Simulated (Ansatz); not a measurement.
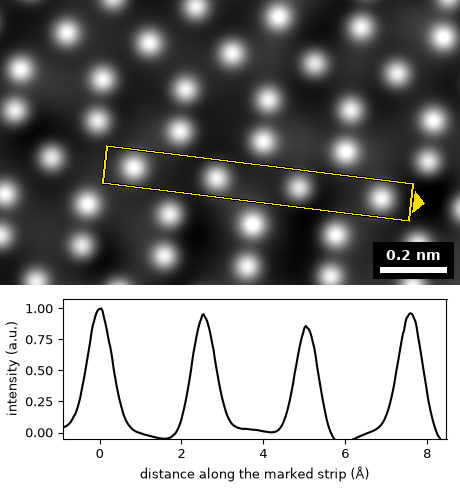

Dark-field STEM-like image of Si (P6/mmm, No. 191) along [100]. The image is simulated as a sum over atoms of Z^1.7, blurred by a 0.68 Å probe (no channelling). The speckle of an amorphous layer was added. Atomic positions: the geometry relaxed with Ansatz, DFT, LDA (PW92), plane waves (420 eV) with PAW, scalar-relativistic; the starting structure was generated, so it need not be a known form of this composition.

```
Si
1.0
     4.41804    0.00000    0.00000
    -2.20902    3.82613    0.00000
     0.00000    0.00000    2.53390
Si
3
Cartesian
  0.0000 0.0000 0.0000
  0.0000 2.5508 1.2670
  2.2090 1.2754 1.2670
```

The curve is the intensity along the marked strip, in the direction of its arrowhead, with zero distance at the first column. Brightness is counted from the darkest point of the image.

**List the columns that the line crosses, with their positions.**

```csv
position (Å),atoms per repeat along the beam,height (% of the highest)
0.0,1 Si,100
2.5,1 Si,100
5.1,1 Si,100
7.6,1 Si,100
```
